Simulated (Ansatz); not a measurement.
# Single-point calculation of HfO$_{2}$ (part 1 of 2)

HfO$_{2}$ (slab, 24 atoms in the cell), computed with DFT PBE, scalar-relativistic, plane waves, PAW, no spin polarisation (Ansatz 0.2.0).

The structure derives from an entry of the Crystallography Open Database. It belongs to a series of runs on one base structure; here: the slab at its places in the relaxed adsorbed structure. Figures and captions count atoms from 1; the log counts them from 0 in places.

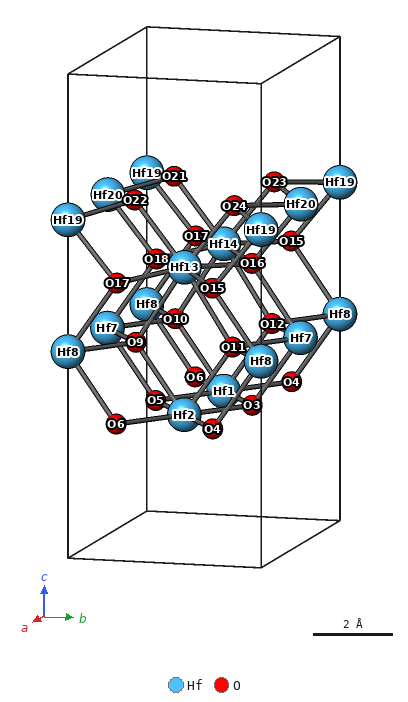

The structure (ball-and-stick view of the cell of the calculation, with the vacuum cut short, seen slightly off an axis; atoms are numbered from 1 in the order of the input). An atom can appear more than once, as a periodic image.

## The input
```yaml
crystal:
  lattice:
    - [7.2091113505, 0.0, 0.0]
    - [0.0, 5.0976115223, 0.0]
    - [0.0, 0.0, 25.5546335129]
  atoms:
    - { symbol: Hf, position: [0.25, 0.5, 0.3130547732] }
    - { symbol: Hf, position: [0.75, 0.5, 0.3130547732] }
    - { symbol: O, position: [0.5, 0.75, 0.3130547732] }
    - { symbol: O, position: [0.0, 0.75, 0.3130547732] }
    - { symbol: O, position: [0.5, 0.25, 0.3130547732] }
    - { symbol: O, position: [0.0, 0.25, 0.3130547732] }
    - { symbol: Hf, position: [0.5, 0.0, 0.3835812332] }
    - { symbol: Hf, position: [0.0, 0.0, 0.3835812332] }
    - { symbol: O, position: [0.75, 0.25, 0.3835812332] }
    - { symbol: O, position: [0.25, 0.25, 0.3835812332] }
    - { symbol: O, position: [0.75, 0.75, 0.3835812332] }
    - { symbol: O, position: [0.25, 0.75, 0.3835812332] }
    - { symbol: Hf, position: [0.7494563065, 0.5010382153, 0.4615800762] }
    - { symbol: Hf, position: [0.2506185328, 0.500924329, 0.4615401069] }
    - { symbol: O, position: [-8.28272e-05, 0.747793852, 0.4547727431] }
    - { symbol: O, position: [0.5001672034, 0.7488156898, 0.4560360655] }
    - { symbol: O, position: [0.0001478376, 0.2530033609, 0.4551518573] }
    - { symbol: O, position: [0.4999162105, 0.2538018347, 0.4556745588] }
    - { symbol: Hf, position: [-5.242e-05, 0.0001780475, 0.5163896165] }
    - { symbol: Hf, position: [0.4999188911, 0.0025619468, 0.5181672613] }
    - { symbol: O, position: [0.2495982837, 0.2430184051, 0.5270359979] }
    - { symbol: O, position: [0.7505288302, 0.2430806863, 0.5269418885] }
    - { symbol: O, position: [0.2469120507, 0.7607506067, 0.5263214955] }
    - { symbol: O, position: [0.753294295, 0.7608367966, 0.5264280252] }
basis:
  ecutwfc: 420
kpoints:
  mp_grid: { grid: [2, 3, 1] }
hamiltonian:
  xc: pbe
scf:
  occupations: { method: gaussian, width: 0.05 }
output:
  forces: true
  eigenvalues: true
  write_density: true
  volumetric_format: npy
efield:
  axis: 3
  dipole_correction: true
  ramp_width: 0.04
```

Run on 4 threads of AMD EPYC (Zen 5), 32 GiB of memory available, shared host.

Launched with:
```bash
ansatz run input.yaml --threads 4 --pin off --max-ram 10240MiB --backend cpu --events-out ev --progress --plain --runs-dir out
```

## The program's output
```
Engine: ansatz 0.2.0, x86_64-unknown-linux-gnu
Pseudopotentials: kind: paw
Pseudopotential: Hf, paw, valence charge 26, recommended cutoff 420 eV (normal), Hf.paw.azcp
Pseudopotential: O, paw, valence charge 6, recommended cutoff 420 eV (normal), O.paw.azcp
Functional definition: PBE
  parameter kappa = 0.804
  parameter beta = 0.06672455060314922
  exchange = pbe_x(kappa = kappa, mu = beta*pi^2/3)
  correlation = pbe_c(beta = beta)
Crystal: 24 atoms, lattice volume = 939.114 Å³
Basis set: ecut = 420 eV, 18361 PW (Γ), exchange–correlation on 100×72×360 points (8 copies of the dense FFT grid, shifted against one another)
Bands: 183, of which v1, the nominal top of the filled ones, is band 152 counted from 1 (151 counted from 0)
Symmetry: 1 space group operations
Space group: P1 (ITA 1), of the structure as read, at distance tolerance 9.8e-5 Å
k-points: 4 of 6 (time reversal used)
Non-local potential: Hf, projectors of the file, l = 0: 3, l = 1: 2, l = 2: 2, l = 3: 3
Non-local potential: O, projectors of the file, l = 0: 2, l = 1: 2, l = 2: 1
PAW form: soft (Blöchl's): semilocal exchange-correlation on the pseudo side does not see the compensation charge
PAW one-centre angular grid: Hf, 590 points (default); XC on 64 Gauss nodes
PAW one-centre angular grid: O, 110 points (default); XC on 64 Gauss nodes
Initial density: superposition of atomic densities (neutral atoms: chi_scale 0, normalization atom), corrected by the library's trained network
Initial wavefunctions: pseudopotential atomic-orbital guess
Functional: x = pbe(κ = 0.804, μ = 0.2195149727645171), c = pbe(β = 0.06672455060314922)
SCF iter   1: F=—  HF=-134883.523790 eV  |F-HF|=—  |Δ(HF+E_count)|=         —  Δρ=3.65e-3  dr2=1.41e-1  ethr=1.77e-3  p=-0.101 e·Å  D=-1.94e-2 V/Å  ΔV_dip=0.50 eV  dr2_dipole=1.82e-4  V_vac-E_F(+/−)=3.62/3.12 eV  ⟨swp⟩=5.8  Hψ=2694  notcnv=0  defer=21
efield: sawtooth ramp at fractional position 0.9000 (placed from the atoms, in the widest stretch of the axis that holds none; the zero of the levels goes with the place), width 0.0400; the density the first Hamiltonian is built on has a dipole p = -0.101 e·Å; the dipole correction subtracts the counter field D = -1.94e-2 V/Å, which shifts the + side's vacuum level by +0.50 eV against the − side's; the planar-averaged density in the ramp window peaks in size at 5.2e-6 e/Å³
preconditioner: auto → Resta (q_TF=auto, 2.261 Å⁻¹)  ε∞=2.5  [insulator: Δε(μ)=1.838 eV  Ē_g=17.075 eV  σ=0.050 eV  W_gap=1.00  n_scr=184 (ndim 8)  ℏωp=20.6 eV  f_vac=0.678  D(μ)=0.00/eV (n_scr^D=0)  ε∞_Penn≈2.5  vacuum switching on, ρ_ref=2.1e-2 e/Å³]
SCF iter   2: F=—  HF=-134883.532459 eV  |F-HF|=—  |Δ(HF+E_count)|=   8.67e-3  Δρ=2.56e-3  dr2=4.37e-2  ethr=4.62e-5  p=-0.094 e·Å  D=-1.81e-2 V/Å  ΔV_dip=0.46 eV  dr2_dipole=9.79e-5  V_vac-E_F(+/−)=3.30/2.84 eV  ⟨swp⟩=2.2  Hψ=1432  notcnv=0  defer=101
SCF iter   3: F=—  HF=-134883.526429 eV  |F-HF|=—  |Δ(HF+E_count)|=   6.03e-3  Δρ=8.20e-4  dr2=5.59e-3  ethr=1.44e-5  p=-0.089 e·Å  D=-1.72e-2 V/Å  ΔV_dip=0.44 eV  dr2_dipole=4.19e-6  V_vac-E_F(+/−)=3.28/2.84 eV  ⟨swp⟩=2.0  Hψ=1090  notcnv=0  defer=101
SCF iter   4: F=—  HF=-134883.528614 eV  |F-HF|=—  |Δ(HF+E_count)|=   2.18e-3  Δρ=2.65e-4  dr2=7.33e-4  ethr=1.84e-6  p=-0.089 e·Å  D=-1.71e-2 V/Å  ΔV_dip=0.44 eV  dr2_dipole=1.15e-5  V_vac-E_F(+/−)=3.17/2.73 eV  ⟨swp⟩=3.2  Hψ=1239  notcnv=0  defer=101
SCF iter   5: F=—  HF=-134883.528686 eV  |F-HF|=—  |Δ(HF+E_count)|=   7.25e-5  Δρ=9.20e-5  dr2=7.07e-5  ethr=2.41e-7  p=-0.086 e·Å  D=-1.66e-2 V/Å  ΔV_dip=0.42 eV  dr2_dipole=1.11e-7  V_vac-E_F(+/−)=3.13/2.71 eV  ⟨swp⟩=2.2  Hψ=1196  notcnv=0  defer=101
SCF iter   6: F=—  HF=-134883.527705 eV  |F-HF|=—  |Δ(HF+E_count)|=   9.81e-4  Δρ=4.41e-5  dr2=1.59e-5  ethr=2.32e-8  p=-0.086 e·Å  D=-1.66e-2 V/Å  ΔV_dip=0.42 eV  dr2_dipole=3.71e-10  V_vac-E_F(+/−)=3.13/2.71 eV  ⟨swp⟩=2.5  Hψ=1240  notcnv=0  defer=101
SCF iter   7: F=—  HF=-134883.527716 eV  |F-HF|=—  |Δ(HF+E_count)|=   1.04e-5  Δρ=1.84e-5  dr2=3.54e-6  ethr=5.24e-9  p=-0.086 e·Å  D=-1.66e-2 V/Å  ΔV_dip=0.43 eV  dr2_dipole=6.05e-9  V_vac-E_F(+/−)=3.13/2.71 eV  ⟨swp⟩=2.0  Hψ=1195  notcnv=0  defer=101
SCF iter   8: F=—  HF=-134883.527716 eV  |F-HF|=—  |Δ(HF+E_count)|=   5.63e-7  Δρ=4.95e-6  dr2=2.05e-7  ethr=1.17e-9  p=-0.086 e·Å  D=-1.66e-2 V/Å  ΔV_dip=0.42 eV  dr2_dipole=1.36e-9  V_vac-E_F(+/−)=3.13/2.71 eV  ⟨swp⟩=2.2  Hψ=1239  notcnv=0  defer=101
SCF iter   9: F=-134883.527716 eV  HF=-134883.527716 eV  |F-HF|=2.26e-8  |Δ(HF+E_count)|=   2.01e-7  Δρ=2.57e-6  dr2=6.11e-8  ethr=3.29e-11  p=-0.086 e·Å  D=-1.66e-2 V/Å  ΔV_dip=0.42 eV  dr2_dipole=9.23e-10  V_vac-E_F(+/−)=3.13/2.71 eV  ⟨swp⟩=16.0  Hψ=4047  notcnv=0
SCF 1 converged in 9 iterations: F = -134883.527716 eV  dr2 = 6.11e-8
  greatest PAW one-centre occupation: 0.999 electrons in one spin orbital (limit 2), on the Hf atom at site 7 (counted from 0), in its partial waves of l = 3
```

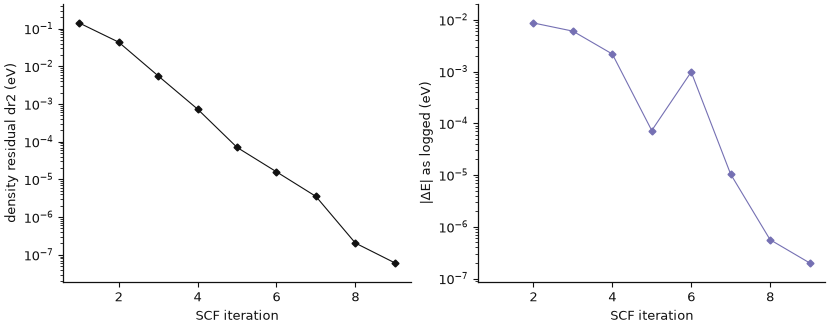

Convergence of the self-consistent field: density residual dr2 and size of the energy change against the SCF iteration. The residual falls at every step.

```
SCF converged after 9 iterations
Free energy (F): -134883.527716 eV
Harris-Foulkes:  -134883.527716 eV  (|F-HF|=2.26e-8)
Internal energy: -134883.527716 eV  (E = F + TS)
E sigma→0 (E₀):  -134883.527716 eV
Fermi energy:    2.830462 eV
Dipole field:    D = -0.016634 V/Å  (p = -0.086330 e·Å, saw-weighted, corrected)
Work function:   Φ+ = 3.1308 eV   Φ− = 2.7057 eV
Levels:          The Fermi level and band energies are counted from a zero that moves with the ramp; work functions are not
--- Per-component energies (eV) ---
  E_band       = -4178.972468
  E_kinetic    = 6137.650211
  E_local      = -558347.134001  (includes V_loc(G=0)·N_el)
  E_nonlocal   = -9182.248418
  E_hartree    = 274991.316179
  E_xc         = -3569.951660
  E_vxc        = -3621.818129  (∫ρ·V_xc dr)
  E_paw        = -57934.507036  (= ΣΔE_a)
  E_vpaw       = 10851.990902  (= ΣTr[D̂ρ^β])
  E_aug_tail   = 0.039408  (compensation charges beyond the density's cutoff)
  E_efield     = 0.000718  (sawtooth field / dipole correction)
  E_vefield    = -0.117451  (∫n·V_field dr)
  E_ewald      = 213021.306882
  E_smearing   = -0.000000  (= −TS)
  E_closure    = 0.000000  (closes the sum)
  Σ components = -134883.527716   (vs F -134883.527716, Δ=0.00e0)
--- Forces (eV/Å), atoms counted from 1 ---
  atom   1  Hf    -0.01873451    -0.00960274     4.58165142
  atom   2  Hf     0.01883734    -0.00736037     4.58482493
  atom   3  O     -0.00113045    -0.99235326    -0.85877797
  atom   4  O      0.00138301    -1.00676382    -0.87082116
  atom   5  O     -0.00014178     0.99457765    -0.85856234
  atom   6  O      0.00037239     1.02025862    -0.89042620
  atom   7  Hf     0.00448292     0.01388145    -3.14938600
  atom   8  Hf    -0.00372040     0.01453838    -3.21477180
  atom   9  O     -0.03926066     0.37937774     0.16613840
  atom  10  O      0.04119987     0.38050724     0.15799971
  atom  11  O     -0.08440670    -0.38727353     0.15789158
  atom  12  O      0.08652510    -0.38844761     0.16902685
  atom  13  Hf     0.07621700    -0.00314028     0.13962971
  atom  14  Hf    -0.07584727    -0.00566146     0.14710728
  atom  15  O      0.00167542    -0.00806699    -0.02505522
  atom  16  O     -0.00373049     0.11795475     0.05209003
  atom  17  O     -0.00326254     0.02658050    -0.02828817
  atom  18  O      0.00142943    -0.15130207     0.07988115
  atom  19  Hf     0.00781149    -0.00373242     0.15557526
  atom  20  Hf     0.00154429     0.05575200    -0.56944567
  atom  21  O      0.14349066    -0.11807712    -0.02535122
  atom  22  O     -0.14716919    -0.11882357    -0.01808383
  atom  23  O      0.16664620     0.10027998     0.06076570
  atom  24  O     -0.17421120     0.09689308     0.05637562
  max |Σ_I F_I| component: 1.19e-5 eV/Å
--- Band table (eV) ---
  k-point 0: bands = ["-60.6649", "-60.5252", "-60.5212", "-60.4612", "-60.4169", "-60.4133", "-60.0553", "-60.0219", "-29.6712", "-29.5165", "-29.4915", "-29.3902", "-29.3892", "-29.2899", "-29.2791", "-29.2685", "-29.1551", "-29.1235", "-29.1159", "-29.0864", "-29.0753", "-29.0355", "-29.0318", "-29.0015", "-28.9372", "-28.8557", "-28.8151", "-28.7444", "-28.7197", "-28.7046", "-28.6885", "-28.6066", "-17.7264", "-16.8389", "-16.7609", "-16.4531", "-16.3936", "-15.9961", "-15.8014", "-15.5758",
      "-15.4229", "-15.3349", "-15.2672", "-15.2332", "-14.9703", "-14.8101", "-14.6447", "-14.2412", "-10.6238", "-10.6117", "-10.5773", "-10.5479", "-10.5474", "-10.5275", "-10.5249", "-10.5201", "-10.5136", "-10.4850", "-10.4780", "-10.4638", "-10.4622", "-10.4471", "-10.4425", "-10.4358", "-10.4357", "-10.4069", "-10.3984", "-10.3625", "-10.3599", "-10.3538", "-10.3467", "-10.3392", "-10.3347", "-10.3233", "-10.3224", "-10.3217", "-10.3050", "-10.2966", "-10.2949", "-10.2919",
      "-10.2916", "-10.2913", "-10.2888", "-10.2836", "-10.2721", "-10.2652", "-10.2641", "-10.2602", "-10.2563", "-10.1840", "-9.9505", "-9.9474", "-9.9396", "-9.9374", "-9.9354", "-9.9330", "-9.9148", "-9.9086", "-9.9030", "-9.9020", "-9.8995", "-9.8984", "-9.8872", "-9.8293", "-5.4104", "-5.1287", "-4.9258", "-4.3772", "-4.1905", "-4.1441", "-3.7765", "-3.6538", "-3.2571", "-3.2006", "-3.1293", "-3.0474", "-3.0418", "-2.9671", "-2.9541", "-2.7668",
      "-2.7419", "-2.2711", "-2.0837", "-1.8463", "-1.8349", "-1.7234", "-1.7169", "-1.6736", "-1.4590", "-1.3526", "-1.2391", "-1.1046", "-1.0870", "-0.9633", "-0.8868", "-0.6882", "-0.5598", "-0.5007", "-0.4979", "-0.4849", "-0.3855", "-0.2864", "-0.1817", "0.1966", "0.3443", "0.4180", "0.7113", "0.7435", "0.7970", "1.2207", "1.5904", "1.9997", "3.6612", "4.1746", "4.2361", "4.4890", "4.6442", "4.8223", "5.0174", "5.0411",
      "5.0985", "5.1771", "5.2265", "5.3764", "5.4487", "5.4695", "5.6821", "5.6885", "5.9006", "6.0642", "6.1363", "6.1389", "6.1501", "6.1927", "6.3120", "6.5041", "6.5312", "6.7979", "7.0602", "7.1337", "7.5402", "7.7748", "7.7965"]
```
